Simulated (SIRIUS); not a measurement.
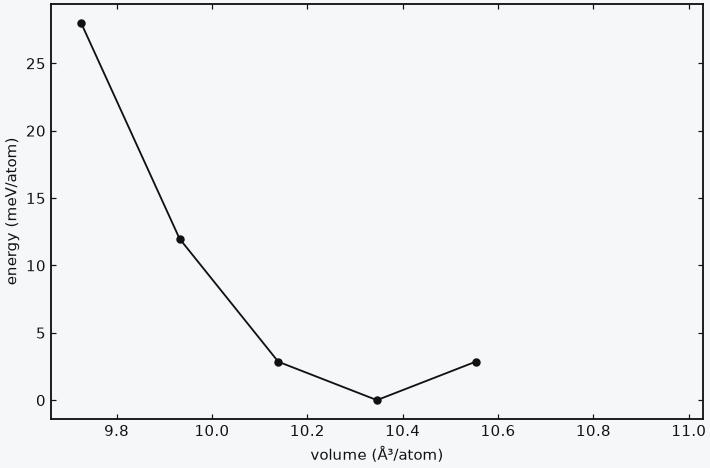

The figure shows the energy against volume for SiC, space group F-43m (No. 216).

Structure:
```yaml
crystal:
  lattice:
    - [0.00000, 2.17900, 2.17900]
    - [2.17900, 0.00000, 2.17900]
    - [2.17900, 2.17900, 0.00000]
  atoms:
    - { symbol: Si, position: [0.00000, 0.00000, 0.00000] }
    - { symbol: C, position: [0.75000, 0.75000, 0.75000] }
```

Method: plane-wave DFT, no spin polarisation; energies at scaled volumes of the given cell, shape and fractions fixed, counted from the fit's minimum, third-order Birch-Murnaghan fit (SIRIUS 7.10.0). Level: PBEsol.

- k mesh: 10×10×10
- occupations: Fermi–Dirac
- smearing width: 0.05 eV
- potentials: dojo sr pbesol 0.4.1 standard
- wave cutoff: 1127 eV
- density cutoff: 4507 eV

The points at volume 10.76 Å³/atom and 10.97 Å³/atom are left out of the plot. What values does the calculation give there?

```csv
volume (Å³/atom),energy (meV/atom)
10.76,10.86
10.97,23.57
```
